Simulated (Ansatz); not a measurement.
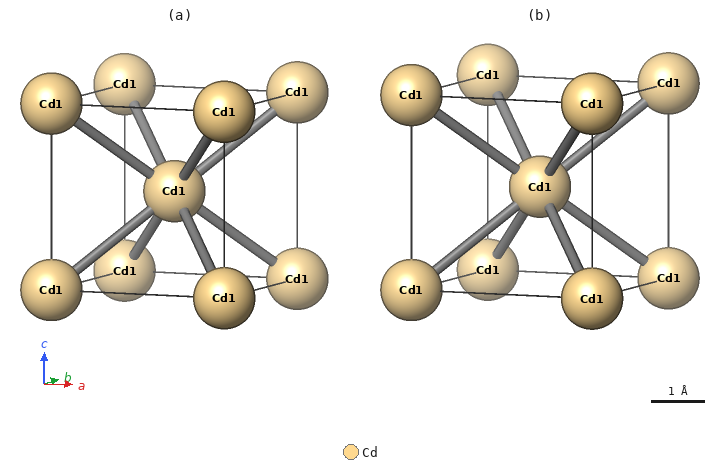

Left: a symmetric starting cell of Cd. Right: the same structure after one change, at the same scale. Style: ball-and-stick. Shown: the conventional cell (2 times the calculation's cell), slightly off an axis. Lengths and directions refer to the drawn axes.

Computed with DFT PBE, scalar-relativistic, plane waves, PAW (Ansatz). (plane-wave cutoff 420 eV; k-point mesh 16 × 16 × 16; occupations gaussian; smearing width 0.1 eV; no spin polarisation)

Q: What distinguishes the right structure from the left one?

A: All lengths are scaled by +4.6 % (volume +14.3 %), the atoms keeping their fractional coordinates. No relaxation follows. The starting cell wasn't computed here and needn't be at equilibrium, so pressure and forces aren't due to the change alone.

Q: And its effect?

A: The pressure is −2.8 GPa (not all of it need come from the change, since the unchanged cell can be under pressure at this level too). All forces vanish by symmetry. Among the bonded contacts that change: Cd–Cd 3.091 → 3.231 Å. The space group stays Im-3m (No. 229).
